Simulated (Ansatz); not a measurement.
## Single-point calculation, with input and output: GaSb (part 2 of 2)

The same run, continued: GaSb (slab, 16 atoms in the cell); DFT PBE+D3(BJ), scalar-relativistic, plane waves, PAW, no spin polarisation (Ansatz 0.2.0); cutoff 420 eV, 3×3×1 k-mesh, Gaussian smearing of 0.1 eV. The structure derives from an entry of the Crystallography Open Database. It belongs to a series of runs on one base structure; here: the slab at its places in the relaxed adsorbed structure.

Geometry of the input (Å; fractional positions):
```
8.6681  0.0000  0.0000
-4.3340  7.5068  0.0000
0.0000  0.0000  25.3401
Sb 0.5000  0.0000  0.3157
Sb 0.5000  0.5000  0.3157
Sb 0.0000  0.0000  0.3157
Sb 0.0000  0.5000  0.3157
Ga 0.1667  0.8333  0.3506
Ga 0.1667  0.3333  0.3506
Ga 0.6667  0.8333  0.3506
Ga 0.6667  0.3333  0.3506
Sb 0.6641  0.8341  0.4623
Sb 0.6375  0.3179  0.4605
Sb 0.1769  0.8580  0.4602
Sb 0.1800  0.3180  0.4600
Ga 0.3185  0.6583  0.4788
Ga 0.3311  0.1646  0.5203
Ga 0.8347  0.6595  0.4781
Ga 0.8396  0.1793  0.4789
```

**Output, continued**
```
  k-point 0: bands = ["-30.0490", "-30.0431", "-30.0366", "-30.0306", "-30.0293", "-30.0220", "-30.0193", "-30.0140", "-30.0090", "-30.0071", "-30.0014", "-30.0008", "-29.9949", "-29.9944", "-29.9873", "-29.9697", "-29.9686", "-29.9560", "-29.9402", "-29.9391", "-29.3259", "-29.3258", "-29.2976", "-29.2957", "-29.2948", "-29.2928", "-29.2915", "-29.2892", "-29.2890", "-29.2884", "-29.2834", "-29.2554", "-29.2533", "-29.2529", "-29.2507", "-29.2502", "-29.2473", "-29.2463", "-29.2438", "-29.2405", "-16.4726", "-16.4540", "-16.4514", "-16.4255", "-16.4131", "-16.4126", "-16.4064", "-16.4061", "-16.4013", "-16.3705", "-16.3484", "-16.3470", "-16.3430", "-16.3412", "-16.3182", "-15.9099", "-15.9083", "-15.8824", "-15.8629", "-15.8627", "-15.7329", "-15.7215", "-15.7193", "-15.7119", "-15.7024", "-15.7005", "-15.6858", "-15.6852", "-15.6826", "-15.6787", "-15.6579", "-15.6579", "-15.6463", "-15.6437", "-15.6404", "-15.6346", "-15.6321", "-15.6248", "-15.6033", "-15.6032", "-12.0405", "-10.9785", "-10.6489", "-10.6333", "-10.5778", "-9.6460", "-9.6304", "-9.6282", "-7.6422", "-7.6297", "-7.4579", "-6.9636", "-6.9589", "-6.9104", "-5.7215", "-3.5846", "-3.4686", "-3.4582", "-3.4458", "-3.1671", "-3.1578", "-3.0355", "-2.3097", "-2.2818", "-2.2809", "-2.1681", "-2.0432", "-2.0265", "-1.8871", "-1.8741", "-1.1623", "-1.0175", "-1.0155", "-0.8301", "-0.1696", "-0.1580", "-0.0476", "-0.0418", "-0.0357", "0.5422", "0.5495", "0.5639", "0.7626", "1.0288", "1.7340", "1.7403", "1.8606", "2.3812", "2.3993", "2.6806", "2.9200", "2.9255", "3.2229", "3.4923", "3.5189"]
  k-point 1: bands = ["-30.0489", "-30.0430", "-30.0365", "-30.0304", "-30.0293", "-30.0220", "-30.0194", "-30.0140", "-30.0089", "-30.0069", "-30.0015", "-30.0008", "-29.9949", "-29.9944", "-29.9875", "-29.9697", "-29.9687", "-29.9560", "-29.9402", "-29.9391", "-29.3258", "-29.3256", "-29.2971", "-29.2952", "-29.2949", "-29.2931", "-29.2917", "-29.2893", "-29.2890", "-29.2888", "-29.2835", "-29.2554", "-29.2533", "-29.2528", "-29.2508", "-29.2502", "-29.2473", "-29.2461", "-29.2439", "-29.2405", "-16.4683", "-16.4587", "-16.4510", "-16.4222", "-16.4143", "-16.4127", "-16.4068", "-16.4066", "-16.4014", "-16.3668", "-16.3530", "-16.3503", "-16.3411", "-16.3380", "-16.3198", "-15.9099", "-15.9081", "-15.8824", "-15.8630", "-15.8627", "-15.7308", "-15.7219", "-15.7194", "-15.7103", "-15.7011", "-15.6989", "-15.6875", "-15.6859", "-15.6846", "-15.6778", "-15.6601", "-15.6576", "-15.6449", "-15.6434", "-15.6385", "-15.6345", "-15.6324", "-15.6270", "-15.6043", "-15.6040", "-11.7989", "-11.1467", "-10.7383", "-10.6865", "-10.6275", "-10.0983", "-9.6528", "-9.6378", "-7.4646", "-7.3949", "-6.8391", "-6.7248", "-6.6659", "-5.9455", "-5.7789", "-4.2794", "-4.1923", "-3.9665", "-3.6829", "-3.4759", "-3.3544", "-3.2234", "-3.1821", "-3.0401", "-2.9955", "-2.3520", "-2.2578", "-2.0419", "-1.7768", "-1.6116", "-1.5048", "-1.4117", "-1.1694", "-0.2431", "-0.1613", "0.1716", "0.3871", "0.5244", "1.0637", "1.0935", "1.3730", "1.4031", "1.5178", "1.8429", "2.1122", "2.5178", "2.6267", "2.6370", "2.8822", "3.0680", "3.0743", "3.1707", "3.3512", "3.3737", "3.5924"]
  k-point 2: bands = ["-30.0489", "-30.0429", "-30.0366", "-30.0303", "-30.0294", "-30.0221", "-30.0193", "-30.0140", "-30.0089", "-30.0071", "-30.0015", "-30.0008", "-29.9949", "-29.9945", "-29.9874", "-29.9697", "-29.9687", "-29.9560", "-29.9402", "-29.9391", "-29.3258", "-29.3257", "-29.2972", "-29.2953", "-29.2948", "-29.2928", "-29.2917", "-29.2892", "-29.2891", "-29.2889", "-29.2835", "-29.2554", "-29.2532", "-29.2528", "-29.2507", "-29.2502", "-29.2474", "-29.2462", "-29.2439", "-29.2406", "-16.4693", "-16.4556", "-16.4532", "-16.4229", "-16.4140", "-16.4114", "-16.4081", "-16.4059", "-16.4017", "-16.3671", "-16.3533", "-16.3486", "-16.3423", "-16.3378", "-16.3199", "-15.9098", "-15.9082", "-15.8824", "-15.8630", "-15.8627", "-15.7308", "-15.7221", "-15.7193", "-15.7102", "-15.7015", "-15.6986", "-15.6879", "-15.6858", "-15.6842", "-15.6778", "-15.6600", "-15.6576", "-15.6449", "-15.6434", "-15.6387", "-15.6346", "-15.6322", "-15.6270", "-15.6044", "-15.6039", "-11.7992", "-11.1481", "-10.7377", "-10.6812", "-10.6305", "-10.0980", "-9.6535", "-9.6382", "-7.4778", "-7.3899", "-6.8338", "-6.7226", "-6.6646", "-5.9471", "-5.7769", "-4.2826", "-4.1895", "-3.9656", "-3.6860", "-3.4710", "-3.3554", "-3.2198", "-3.1825", "-3.0341", "-2.9993", "-2.3550", "-2.2614", "-2.0412", "-1.7787", "-1.6118", "-1.5110", "-1.4120", "-1.1695", "-0.2406", "-0.1700", "0.1813", "0.3784", "0.5248", "1.0667", "1.1128", "1.3668", "1.4056", "1.5212", "1.8378", "2.1125", "2.5136", "2.6250", "2.6343", "2.8826", "3.0701", "3.0836", "3.1704", "3.3509", "3.3734", "3.5905"]
  k-point 4: bands = ["-30.0489", "-30.0428", "-30.0366", "-30.0306", "-30.0293", "-30.0219", "-30.0194", "-30.0140", "-30.0089", "-30.0071", "-30.0015", "-30.0008", "-29.9950", "-29.9945", "-29.9873", "-29.9697", "-29.9687", "-29.9560", "-29.9402", "-29.9391", "-29.3258", "-29.3257", "-29.2973", "-29.2955", "-29.2946", "-29.2922", "-29.2919", "-29.2893", "-29.2891", "-29.2890", "-29.2835", "-29.2554", "-29.2532", "-29.2528", "-29.2506", "-29.2502", "-29.2474", "-29.2462", "-29.2438", "-29.2406", "-16.4691", "-16.4570", "-16.4521", "-16.4230", "-16.4139", "-16.4115", "-16.4081", "-16.4060", "-16.4016", "-16.3673", "-16.3528", "-16.3491", "-16.3420", "-16.3379", "-16.3199", "-15.9097", "-15.9083", "-15.8824", "-15.8630", "-15.8627", "-15.7301", "-15.7242", "-15.7180", "-15.7094", "-15.7024", "-15.6979", "-15.6895", "-15.6862", "-15.6825", "-15.6778", "-15.6600", "-15.6577", "-15.6452", "-15.6420", "-15.6403", "-15.6350", "-15.6315", "-15.6267", "-15.6044", "-15.6040", "-11.7991", "-11.1456", "-10.7382", "-10.6743", "-10.6420", "-10.0982", "-9.6517", "-9.6393", "-7.4717", "-7.3835", "-6.8389", "-6.7204", "-6.6688", "-5.9424", "-5.7832", "-4.2773", "-4.1921", "-3.9717", "-3.6943", "-3.4687", "-3.3541", "-3.2296", "-3.1816", "-3.0412", "-2.9952", "-2.3478", "-2.2615", "-2.0410", "-1.7825", "-1.6042", "-1.5095", "-1.4120", "-1.1652", "-0.2300", "-0.1782", "0.2040", "0.3833", "0.5157", "1.0699", "1.1054", "1.3633", "1.4075", "1.5119", "1.8301", "2.1149", "2.5175", "2.6316", "2.6350", "2.8735", "3.0728", "3.0827", "3.1795", "3.3487", "3.3634", "3.5911"]
```

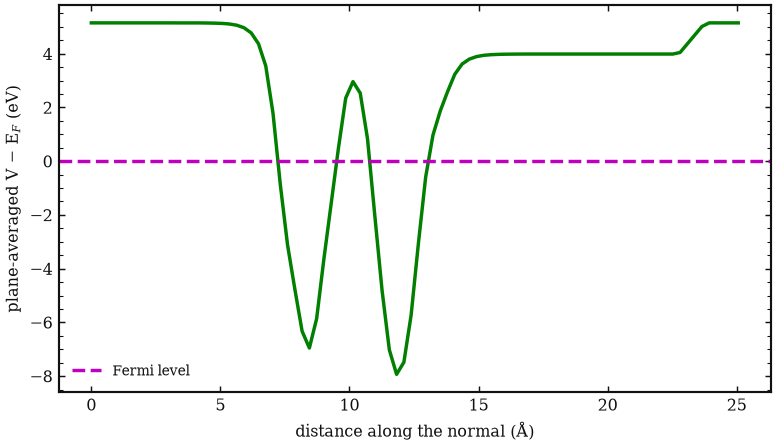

**Figure 1.** Plane average of the electrostatic potential energy of an electron across the cell, from the Fermi level. The vacuum level lies 3.99 eV above the Fermi level on the upper side and 5.15 eV on the lower.

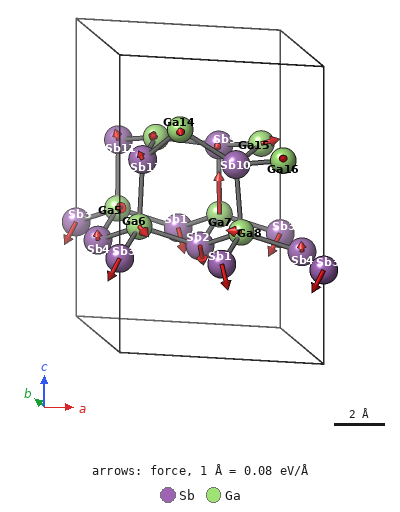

**Figure 2.** Forces on the atoms as red arrows (ball-and-stick view of the cell of the calculation, with the vacuum cut short, seen slightly off an axis; atoms are numbered from 1 in the order of the input); the smallest are left out. The largest act on Ga7 (0.14 eV/Å); Sb1, Sb3 (0.09 eV/Å); Sb2 (0.08 eV/Å); Ga15 (0.07 eV/Å), among others. The geometry is not a stationary point of this energy.

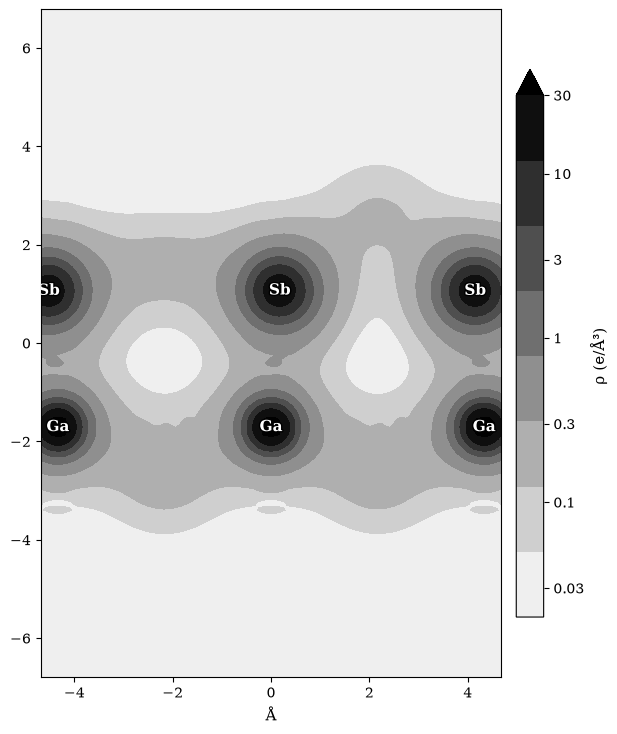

**Figure 3.** Valence pseudo-density on the (100) plane of the calculation cell, a cut from vacuum to vacuum. Atoms in the plane: Ga and Sb. Ga–Sb (2.78 Å): ρ at the midpoint is about 0.32 e/Å³. Ga–Sb (2.78 Å): ρ is about 0.32 e/Å³ halfway. The density dies away to nearly zero in the vacuum. The fields are those of the smooth PAW valence density.
